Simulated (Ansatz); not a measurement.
**Single-point calculation of C$_{3}$H$_{9}$N**

C$_{3}$H$_{9}$N, SMILES CCCN, computed with RHF-CCSD(T), frozen core/def2-TZVPP (Ansatz 0.2.0).

The geometry comes from this level: PBE0-D4/def2-TZVP.

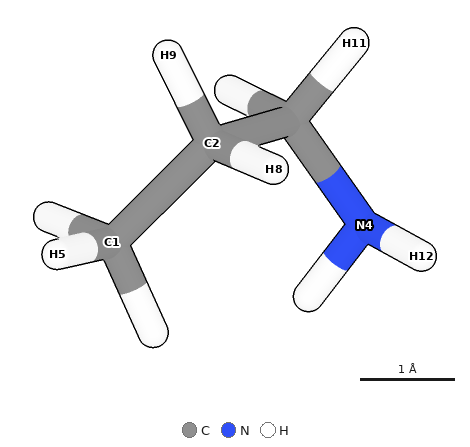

The structure (stick view, seen at a tilt; atoms are numbered from 1 in the order of the input). Bond lengths as drawn: C–C 1.52 to 1.53 Å, C–H 1.09 to 1.10 Å, C–N 1.45 Å and H–N 1.01 Å.

**Input**
```yaml
crystal:
  periodic: [false, false, false]
  atoms:
    - {symbol: C, position_ang: [-1.377876, 0.221753, 0.509745]}
    - {symbol: C, position_ang: [-0.298271, -0.788717, 0.162997]}
    - {symbol: C, position_ang: [1.099076, -0.182328, 0.067598]}
    - {symbol: N, position_ang: [1.303968, 0.822507, -0.961473]}
    - {symbol: H, position_ang: [-2.358955, -0.251464, 0.588101]}
    - {symbol: H, position_ang: [-1.167210, 0.709315, 1.466473]}
    - {symbol: H, position_ang: [-1.456854, 1.003163, -0.250999]}
    - {symbol: H, position_ang: [-0.539687, -1.277574, -0.788927]}
    - {symbol: H, position_ang: [-0.282641, -1.582687, 0.918557]}
    - {symbol: H, position_ang: [1.361748, 0.270284, 1.030649]}
    - {symbol: H, position_ang: [1.826802, -0.983082, -0.098032]}
    - {symbol: H, position_ang: [1.066232, 0.451384, -1.873829]}
    - {symbol: H, position_ang: [0.709064, 1.626346, -0.805761]}
basis:
  gaussian: {orbitals: def2-TZVPP}
correlation: {method: ccsd_t}
```

Run on 4 threads of Arm Neoverse V2, 23 GiB of memory available, shared host.

Run as:
```bash
ansatz run in.yaml --threads 4 --pin off --events-out ev --progress --plain --max-ram 10444MiB
```

**The program's output**
```
Functional definition: HF
  name "HF"
  cite "Fock, Z. Phys. 61, 126 (1930) doi:10.1007/BF01340294"
  parent pbe
  exchange = exact_x
  correlation = 0
1443 factors; integrals over basis functions are off by at most 1.1e-3 eV
mean field evaluation 1: about -4713.1990 eV, gradient 3.9e1 eV
mean field evaluation 2: about -4713.3728 eV, gradient 3.9e1 eV
mean field evaluation 4: about -4717.2171 eV, gradient 3.8e0 eV
mean field evaluation 8: about -4717.2683 eV, gradient 2.3e-1 eV
mean field evaluation 16: about -4713.1981 eV, gradient 3.9e1 eV
mean field -4717.26852484 eV, -173.3564208084 hartree, gradient 1.8e-6 eV, S^2 0.000000; 0 other end points of the search recorded, 0 dependent functions left out
4 core orbitals not correlated: weight in the atoms' cores, before any rotation towards them, 1.000 or more for the frozen orbitals, at most 0.000 for the correlated occupied ones
reference -4717.26852484 eV, -173.3564208084 hartree; 13, 13 occupied and 233, 233 virtual orbitals, 1443 factors
second order -20.45830046 eV of doubles, -0.00000000 eV of singles
cycle   1  -21.13164880 eV  change   -6.7e-1 eV  update   8.2e-2
cycle   2  -21.60591284 eV  change   -4.7e-1 eV  update   2.3e-2
cycle   3  -21.67611566 eV  change   -7.0e-2 eV  update   9.0e-3
cycle   4  -21.67378963 eV  change    2.3e-3 eV  update   2.1e-3
cycle   5  -21.67420354 eV  change   -4.1e-4 eV  update   8.9e-4
cycle   6  -21.67442943 eV  change   -2.3e-4 eV  update   2.7e-4
cycle   7  -21.67436519 eV  change    6.4e-5 eV  update   1.2e-4
cycle   8  -21.67434858 eV  change    1.7e-5 eV  update   5.0e-5
cycle   9  -21.67435106 eV  change   -2.5e-6 eV  update   1.7e-5
```

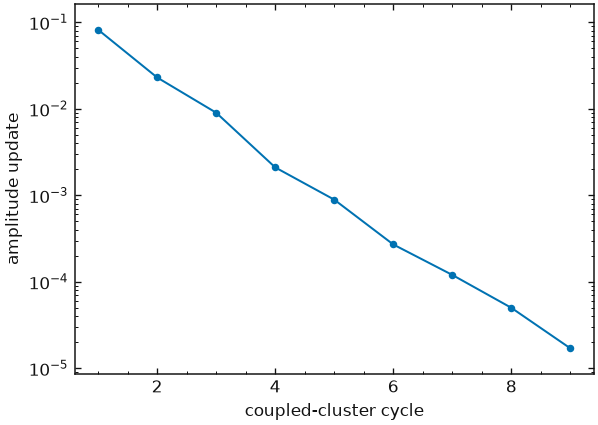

Convergence of the coupled-cluster equations: amplitude update against the coupled-cluster cycle. The residual falls at every step.

```
perturbative correction -0.81228519 eV, -0.0298509300 hartree
Total energy: -4739.75516109 eV, -174.1827894485 hartree
```

**Results in brief**

| quantity | value |
| --- | --- |
| outcome | converged |
| total energy | −4739.7552 eV |
| mean-field energy | −4717.2685 eV |
| CCSD correlation | −21.6744 eV |
| (T) correction | −0.8123 eV |
| T1 diagnostic | 0.009 |
| SCF solution under orbital rotations | stable |
| wall time | 1.9 min (CPU time 7.5 min) |
| peak memory | 5.6 GiB |
